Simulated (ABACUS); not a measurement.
## Energy of GaCo along an even scaling of the cell

System: GaCo (Pm-3m, 2 atoms in the cell).
Method: Kohn-Sham DFT of a periodic cell, PBE, PseudoDojo NC SR 0.4.1 PBE standard, spin-polarised (ABACUS 3.10.1).

The 7 runs differ only in the geometry, by an even scaling of the cell at fixed fractional positions. The structure derives from an entry of the Crystallography Open Database.

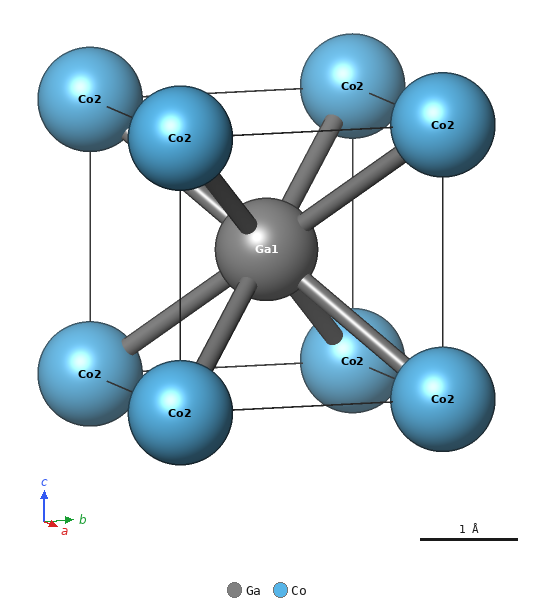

Figure 1. The structure of run 4 (ball-and-stick view of the cell of the calculation, seen slightly off an axis; atoms are numbered from 1 in the order of the input).

### The input of run 4
```
INPUT_PARAMETERS
suffix              GaCo
calculation         scf
basis_type          lcao
pseudo_dir          ./
orbital_dir         ./
symmetry            1
dft_functional      pbe
ecutwfc             100
pseudo_rcut         10
nspin               2
nbands              20
ks_solver           genelpa
smearing_method     fd
smearing_sigma      0.00367493
scf_thr             1e-07
scf_nmax            100
mixing_type         broyden
mixing_beta         0.4
cal_force           1
cal_stress          1
out_mul             1
```

### File STRU of run 4
```
ATOMIC_SPECIES
Ga 69.7230 Ga.upf
Co 58.9332 Co.upf

NUMERICAL_ORBITAL
Ga_confined-atom_8au_2s2p2d.orb
Co_confined-atom_7au_3s2p2d1f.orb

LATTICE_CONSTANT
1.8897261246

LATTICE_VECTORS
2.8780000000 0.0000000000 0.0000000000
0.0000000000 2.8780000000 0.0000000000
0.0000000000 0.0000000000 2.8780000000

ATOMIC_POSITIONS
Direct

Ga
0.0
1
0.5000000000 0.5000000000 0.5000000000 1 1 1 mag 0

Co
0.0
1
0.0000000000 0.0000000000 0.0000000000 1 1 1 mag 2
```

### File KPT of run 4
```
K_POINTS
0
Gamma
9 9 9 0 0 0
```

Command:
```bash
OMP_NUM_THREADS=1 mpirun -np 4 abacus > log
```

Run 3 differs from it as follows:
```diff
-2.8780000000 0.0000000000 0.0000000000
-0.0000000000 2.8780000000 0.0000000000
-0.0000000000 0.0000000000 2.8780000000
+2.8586839818 0.0000000000 0.0000000000
+0.0000000000 2.8586839818 0.0000000000
+0.0000000000 0.0000000000 2.8586839818
```

### Results, with one run withheld

| run | volume per atom (Å³) | free energy per atom, from the lowest run given (meV) | pressure (GPa) |
| --- | --- | --- | --- |
| 1 | 11.204 | 39.94 | 15.66 |
| 2 | 11.442 | 20.26 | 10.76 |
| 3 | 11.681 | ? | ? |
| 4 | 11.919 | 0.96 | 2.51 |
| 5 | 12.157 | 0.00 | −0.97 |
| 6 | 12.396 | 3.63 | −4.05 |
| 7 | 12.634 | 11.72 | −6.73 |

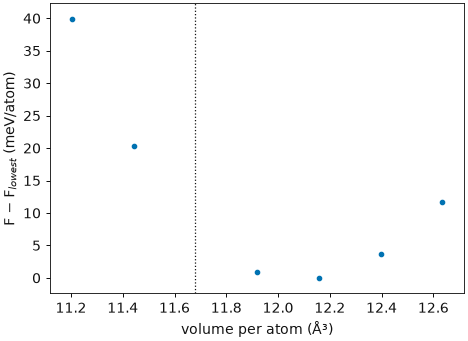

Figure 2. Free energy per atom of the runs given; the dotted line marks run 3.

Estimate the energy of run 3 from the others.

A cubic polynomial in V^(−2/3) (the Birch–Murnaghan form), fitted to the 6 runs given, misses them by at most 0.08 meV per atom. With x = V^(−2/3) − 0.19142 Å⁻², it reads F = 0.6858 + 1256.3 x + 4.0747e+05 x² + 1.3457e+06 x³ (meV per atom). At run 3 it gives 7.51 meV per atom, and the run itself gives 7.56. The slope of the fit gives a pressure −dF/dV of 6.38 GPa there, and the run prints 6.41 GPa. The fit has its minimum at 12.087 Å³ per atom, where V d²F/dV² gives 170 GPa: the bulk modulus at this level, since symmetry fixes the shape and the positions.

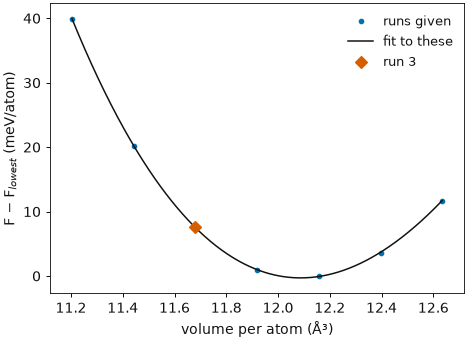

Figure 3. The fit and the withheld run.

### Some lines of the output (run 3)
```
[...]
 E_Fermi        1.3611692916         18.5196583089
 E_Fermi        1.3612093207         18.5202029325
 E_Fermi        1.3612269056         18.5204421869
 E_Fermi        1.3612145800         18.5202744880
 E_Fermi        1.3612112714         18.5202294731
 E_Fermi        1.3612065857         18.5201657200
 E_Fermi        1.3612077029         18.5201809215
 E_Fermi        1.3612074856         18.5201779642
 E_KS(sigma->0) -459.0409695965      -6245.5728019572
 E_Fermi        1.3612074331         18.5201772504
 final etot is -6245.5781571 eV
 EFERMI = 18.52017725 eV
 TOTAL-PRESSURE: 64.106248 KBAR
 !FINAL_ETOT_IS -6245.5781570972776535 eV
```

Notes: Points of doubt noted for this run: home made orbitals.
